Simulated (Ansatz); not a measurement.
# Geometry relaxation of Ta4N (part 2 of 2)

The same run, continued: Ta4N (slab, 5 atoms in the cell); DFT PBEsol, scalar-relativistic, plane waves, PAW, PAW set soft_1, no spin polarisation (Ansatz 0.2.0); cutoff 420 eV, 9×7×1 k-mesh, Gaussian smearing of 0.1 eV. The structure derives from an entry of the Crystallography Open Database. The input holds or restrains some coordinates. Forces given for the steps count only the free coordinates.

Geometry of the input (Å; fractional positions):
```
2.9525  0.0000  0.0000
0.0000  4.1754  0.0000
0.0000  0.0000  19.7503
Ta 0.5000  0.5000  0.2025
Ta 0.0000  0.0000  0.2773
Ta 0.5000  0.5000  0.3560
Ta 0.0000  0.0000  0.4177
N  0.5000  0.2000  0.4795
```

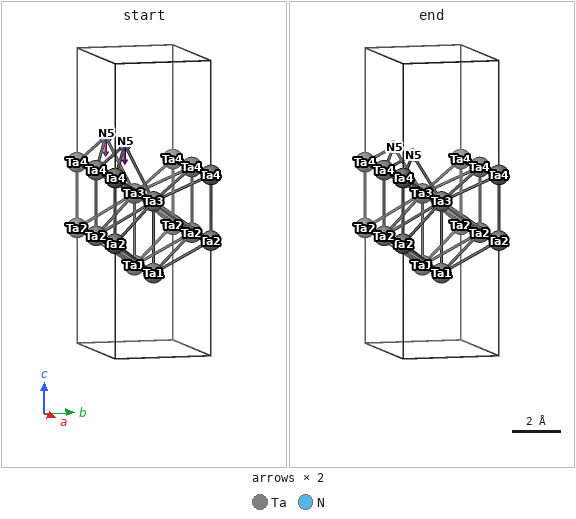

Before (left) and after (right) the restrained relaxation, at one scale (ball-and-stick view of the 2 × 1 repeat of the cell, with the vacuum cut short, seen slightly off an axis). The pink arrows give the displacements, magnified 2 times. N5 moves most: 0.44 Å. Ta stays in place. The cell doesn't change. Among the contacts that change: Ta3–N5 2.742 → 2.358 Å, Ta4–N5 2.089 → 1.867 Å. Among the angles that change: Ta4–N5–Ta4 89.9° → 104.5°, Ta3–N5–Ta4 70.3° → 83.3°. Over 4 geometry steps the energy falls by 1.150 eV per cell of the calculation. Largest force component: 4.7 eV/Å at the start, 0.0018 eV/Å at the end. (Atoms are counted from 1 in the order of the input.)

```
WARN: The output density's exchange-correlation potential varies sharply where the density is thin. Do not read a vacuum level from v_tot or v_xc, or from such a field of the output density. On a cell that repeats whose density bears no net charge and no dipole along the vacuum's axis use v_es (v_loc + v_h of the components); under efield.dipole_correction with no amplitude use v_es + v_field, which holds any external_charges[].barrier, or the levels of the report's work_function block, which leave it out; under a non-zero efield.amplitude the vacuum is tilted and has no level; on a cell that repeats and bears such a dipole with no correction it is tilted too, and efield.dipole_correction with no amplitude gives each side of its ramp a level where efield: is served; in a cell that repeats whose density bears a net charge (total_charge, or a fill off its count) it is curved and has none; of a slab under crystal.periodic whose density bears no net charge use v_es, which has a level on each side, short of where the two are joined; of another it falls or rises all the way out and has none; of a slab beside external_charges read slab_vacuum_level instead, which it has where they leave it neutral. The grid or the basis barely resolves most such structure, and the values can differ between equally converged runs; as a rule a tighter scf.convergence.dr2_threshold does not remove it. Where the density itself ripples (under the LDA too) a higher basis.ecutwfc lessens it. The files hold the spikes' plane waves up to the density's cutoff. Files: v_tot_of_output_density and the like, and their columns of v_z.tsv (output.write_potential); v_xc_of_output_density and the like, and their columns of v_comp_z.tsv (output.write_potential_components). Measured: with its Gaussian average of σ = 0.25 Å subtracted twice, the exchange-correlation potential is over 0.1 eV at 3 of the grid points where the equally averaged density (valence and model cores) is under 1e-3 e/Å³, and 0.141 eV at the most among them, at an averaged density of 6.3e-8 e/Å³. The input density's (outcome.potential() and, of a run that writes arrays, v_tot and v_xc) is over 0.1 eV, so measured, at 18 points of its own thin density, 0.110 eV at the most. See output.write_potential in the manual, Limitations
SCF converged after 5 iterations
Free energy (F): -39604.562974 eV
Harris-Foulkes:  -39604.562974 eV  (|F-HF|=1.29e-8)
Internal energy: -39604.542897 eV  (E = F + TS)
E sigma→0 (E₀):  -39604.552936 eV
Entropy (-TS):   -0.020077 eV (-4.015 meV/atom)
Fermi energy:    2.805477 eV
Dipole field:    D = -0.060353 V/Å  (p = -0.081207 e·Å, saw-weighted, corrected)
Work function:   Φ+ = 5.1156 eV   Φ− = 3.9235 eV
Levels:          The Fermi level and band energies are counted from a zero that moves with the ramp; work functions are not
--- Per-component energies (eV) ---
  E_band       = -1287.696023
  E_kinetic    = 1698.663725
  E_local      = -39851.978023  (includes V_loc(G=0)·N_el)
  E_nonlocal   = 2.537508
  E_hartree    = 19153.613987
  E_xc         = -1329.976375
  E_vxc        = -1003.152374  (∫ρ·V_xc dr)
  E_paw        = -32848.402250  (= ΣΔE_a)
  E_vpaw       = -439.989087  (= ΣTr[D̂ρ^β])
  E_aug_tail   = 0.001224  (compensation charges beyond the density's cutoff)
  E_efield     = 0.002451  (sawtooth field / dipole correction)
  E_vefield    = -1.015233  (∫n·V_field dr)
  E_ewald      = 13570.111906
  E_core_change = 0.882950  (= ΣΔE_core)
  E_smearing   = -0.020077  (= −TS)
  E_closure    = 0.000000  (closes the sum)
  Σ components = -39604.562974   (vs F -39604.562974, Δ=0.00e0)
--- Forces (eV/Å), atoms counted from 1 ---
  atom   1  Ta     0.00000000     0.11612284     1.63133709
  atom   2  Ta     0.00000000     0.16100576    -1.90259189
  atom   3  Ta     0.00000000    -0.55869428    -1.17482762
  atom   4  Ta     0.00000000    -1.30624242     1.44431545
  atom   5  N      0.00000000     1.58784694     0.00178713
  max |Σ_I F_I| component: 3.88e-5 eV/Å
--- Band table (eV; the first three rows and the last of 20) ---
  k-point 0: bands = ["-65.1931", "-64.7254", "-64.6553", "-64.4777", "-31.8244", "-31.8193", "-31.6458", "-31.4789", "-31.2904", "-31.2574", "-31.1166", "-31.1074", "-30.8932", "-30.8492", "-30.7262", "-30.6697", "-11.6632", "-4.1393", "-2.6419", "-1.8084", "-1.1833", "-1.1694", "-0.4746", "0.2098", "1.5999", "1.7404", "2.1335", "2.7608", "3.2028", "3.4694", "3.6396", "3.6591", "4.7306", "5.1415", "5.4872"]
  k-point 1: bands = ["-65.1926", "-64.7222", "-64.6558", "-64.4809", "-31.8625", "-31.7651", "-31.7141", "-31.4244", "-31.3150", "-31.2518", "-31.1027", "-31.0797", "-30.8802", "-30.8523", "-30.7522", "-30.6868", "-11.6388", "-3.9455", "-2.6264", "-1.8083", "-1.1780", "-1.1777", "-0.5177", "0.2806", "1.5251", "1.9486", "2.2176", "2.6640", "3.1649", "3.4776", "3.6395", "3.9925", "4.3053", "5.1089", "5.7326"]
  k-point 2: bands = ["-65.1916", "-64.7146", "-64.6569", "-64.4884", "-31.8968", "-31.7892", "-31.6928", "-31.4708", "-31.2546", "-31.2396", "-31.0659", "-31.0304", "-30.8716", "-30.8588", "-30.8046", "-30.7311", "-11.5850", "-3.4179", "-2.6000", "-1.8256", "-1.1991", "-1.1953", "-0.6379", "0.5306", "1.7015", "1.9194", "2.2593", "2.6638", "3.2568", "3.5071", "3.7914", "3.9355", "4.2281", "4.8768", "4.9960"]
  k-point 19: bands = ["-65.1589", "-64.6742", "-64.6249", "-64.4544", "-32.0545", "-31.8821", "-31.7689", "-31.7096", "-31.6627", "-31.4115", "-31.3048", "-31.1968", "-31.0770", "-30.9483", "-30.8661", "-30.8207", "-10.8223", "-2.3564", "-1.8341", "-0.4708", "-0.2658", "0.5772", "0.7722", "0.8372", "1.1169", "1.9971", "2.1736", "2.4658", "2.5665", "3.2100", "3.6833", "4.2663", "4.7365", "5.0785", "5.3767"]
--- Relaxed structure (5 steps of the walk, 5 accepted, 0 SCFs on fresh bases) ---
  F+E_penalty+E_count = -39604.56297411 eV   max|allowed force component| = 1.787e-3 eV/Å
  atoms:
    - { symbol: Ta, position: [0.5, 0.5, 0.20252847729999998] }
    - { symbol: Ta, position: [0.0, 0.0, 0.2772728869] }
    - { symbol: Ta, position: [0.5, 0.5, 0.356012854] }
    - { symbol: Ta, position: [0.0, 0.0, 0.4177306278] }
    - { symbol: N, position: [0.5, 0.19999999999999998, 0.45719143037341614] }
```

Trajectory as extended XYZ (Å, eV, eV/Å), 5 frames, from step=1 to step=5
```
5
Lattice="2.9525 0.0000 0.0000 0.0000 4.1754 0.0000 0.0000 0.0000 19.7503" Properties=species:S:1:pos:R:3:forces:R:3 step=1 energy=-39603.41250
Ta    1.4762    2.0877    4.0000    0.0000   0.0318   1.7107
Ta    0.0000    0.0000    5.4762    0.0000   0.1499  -1.8436
Ta    1.4762    2.0877    7.0314    0.0000  -0.0863  -1.0372
Ta    0.0000    0.0000    8.2503    0.0000   1.7690   5.8804
N     1.4762    0.8351    9.4703    0.0000  -1.8641  -4.7129
5
Lattice="2.9525 0.0000 0.0000 0.0000 4.1754 0.0000 0.0000 0.0000 19.7503" Properties=species:S:1:pos:R:3:forces:R:3 step=2 energy=-39604.17981
Ta    1.4762    2.0877    4.0000    0.0000   0.0516   1.6781
Ta    0.0000    0.0000    5.4762    0.0000   0.1579  -1.8681
Ta    1.4762    2.0877    7.0314    0.0000  -0.3161  -1.0802
Ta    0.0000    0.0000    8.2503    0.0000   0.9617   4.2872
N     1.4762    0.8351    9.2753    0.0000  -0.8556  -3.0170
5
Lattice="2.9525 0.0000 0.0000 0.0000 4.1754 0.0000 0.0000 0.0000 19.7503" Properties=species:S:1:pos:R:3:forces:R:3 step=3 energy=-39604.54616
Ta    1.4762    2.0877    4.0000    0.0000   0.0990   1.6416
Ta    0.0000    0.0000    5.4762    0.0000   0.1594  -1.8911
Ta    1.4762    2.0877    7.0314    0.0000  -0.5222  -1.1430
Ta    0.0000    0.0000    8.2503    0.0000  -0.7169   2.0575
N     1.4762    0.8351    9.0803    0.0000   0.9795  -0.6633
5
Lattice="2.9525 0.0000 0.0000 0.0000 4.1754 0.0000 0.0000 0.0000 19.7503" Properties=species:S:1:pos:R:3:forces:R:3 step=4 energy=-39604.56262
Ta    1.4762    2.0877    4.0000    0.0000   0.1189   1.6293
Ta    0.0000    0.0000    5.4762    0.0000   0.1601  -1.9048
Ta    1.4762    2.0877    7.0314    0.0000  -0.5603  -1.1784
Ta    0.0000    0.0000    8.2503    0.0000  -1.3951   1.3607
N     1.4762    0.8351    9.0225    0.0000   1.6748   0.0947
5
Lattice="2.9525 0.0000 0.0000 0.0000 4.1754 0.0000 0.0000 0.0000 19.7503" Properties=species:S:1:pos:R:3:forces:R:3 step=5 energy=-39604.56297
Ta    1.4762    2.0877    4.0000    0.0000   0.1161   1.6313
Ta    0.0000    0.0000    5.4762    0.0000   0.1610  -1.9026
Ta    1.4762    2.0877    7.0314    0.0000  -0.5587  -1.1748
Ta    0.0000    0.0000    8.2503    0.0000  -1.3062   1.4443
N     1.4762    0.8351    9.0297    0.0000   1.5878   0.0018
```

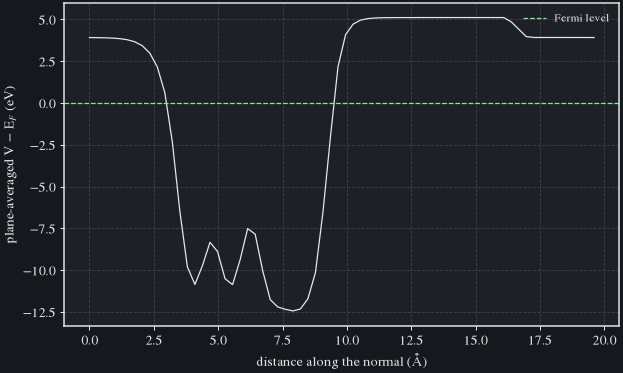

Plane average of the electrostatic potential energy of an electron across the cell, from the Fermi level. The vacuum level lies 5.12 eV above the Fermi level on the upper side and 3.92 eV on the lower.

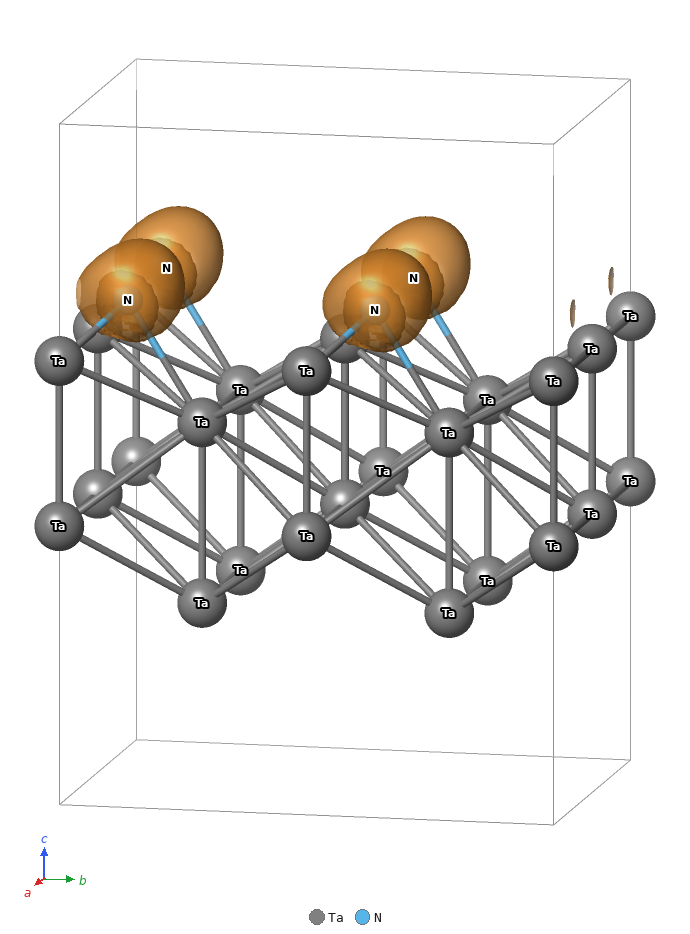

Isosurface of the ELF at 0.75 (orange), seen slightly off an axis. Core shells and regions of very low density are left out. Sticks mark near contacts. Values along the shortest contacts: Ta–N (1.87 Å): the ELF peaks at about 0.80 in the valence shell of N, 0.6 Å from its nucleus, and drops to about 0.35 between the two atoms. Ta–Ta (2.77 Å): the ELF is about 0.35 at the midpoint; no shared electron pair. Core electrons are frozen (PAW), so the fields are smoothed inside the atomic spheres.

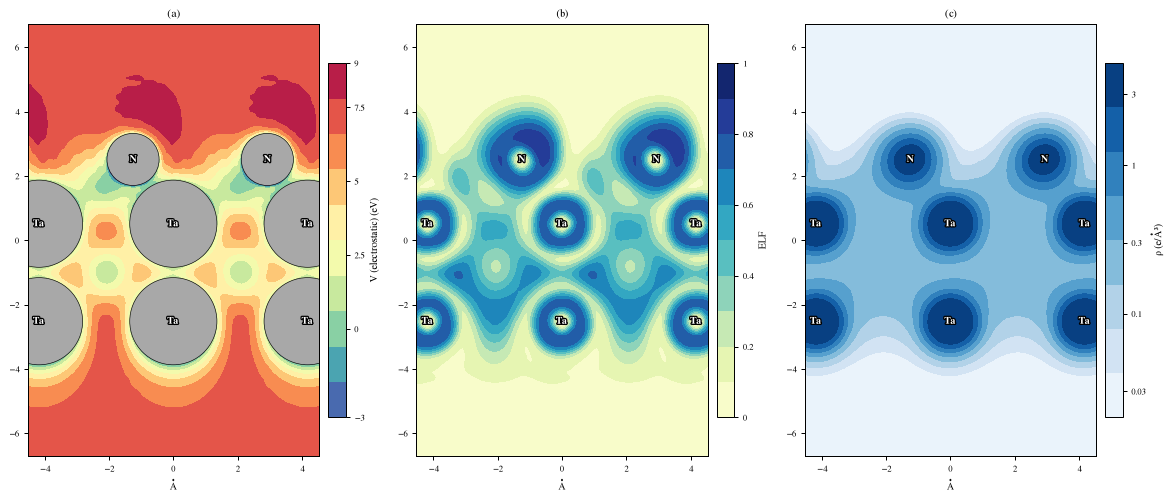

(a) electrostatic potential energy of an electron; (b) electron localisation function; (c) valence pseudo-density on the (100) plane of the calculation cell, a cut from vacuum to vacuum. Grey discs, where drawn, cover atomic cores. The section cuts through Ta and N sites. The density dies away to nearly zero in the vacuum. The strong features right at Ta lie inside the PAW spheres (semicore, d or f shells) and say nothing about bonding.

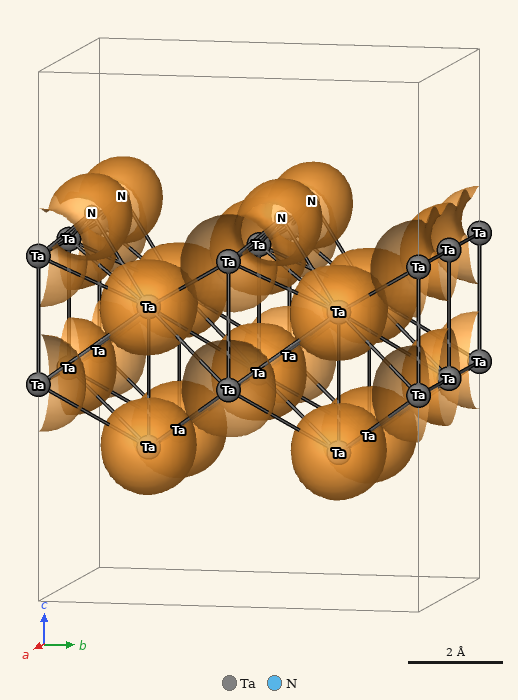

Isosurface of the valence electron density at 0.5 e/Å³ (orange), seen slightly off an axis. Sticks mark near contacts. At this value the density is joined into chains; it holds about 75 % of the electrons treated as valence (semicore included). It is pinched off along the Ta–Ta (2.77 Å), Ta–Ta (2.83 Å) and Ta–Ta (2.95 Å) contacts. On the grid the lowest density along these lines, outside the cores, is 1.3 e/Å³ (Ta–N, 1.87 Å), 0.36 e/Å³ (Ta–Ta, 2.77 Å), 0.32 e/Å³ (Ta–Ta, 2.83 Å) and 0.28 e/Å³ (Ta–Ta, 2.95 Å).

Summary

| quantity | value |
| --- | --- |
| outcome | converged under the restraints of the input |
| electrons treated | 57 |
| free energy | −39604.5630 eV |
| work function, top face | 5.12 eV |
| work function, bottom face | 3.92 eV |
| Fermi energy | 2.805 eV |
| gap on the k-point mesh | none (metallic) |
| final volume | 243.47 Å³ |
| work function (upper face) | 5.12 eV |
| largest force (length of the vector) at the end, held atoms and coordinates included | 1.947 eV/Å |
| wall time | 39 s (CPU time 76 s) |
| peak memory | 0.5 GiB |

Notes

The program warns: the PAW datasets were made with another functional; the exchange-correlation potential is rough where the density is thin. Spin–orbit coupling is left out, which matters for Ta. The cell holds an odd number of electrons but the run has no spin polarisation, so a band is left half filled.
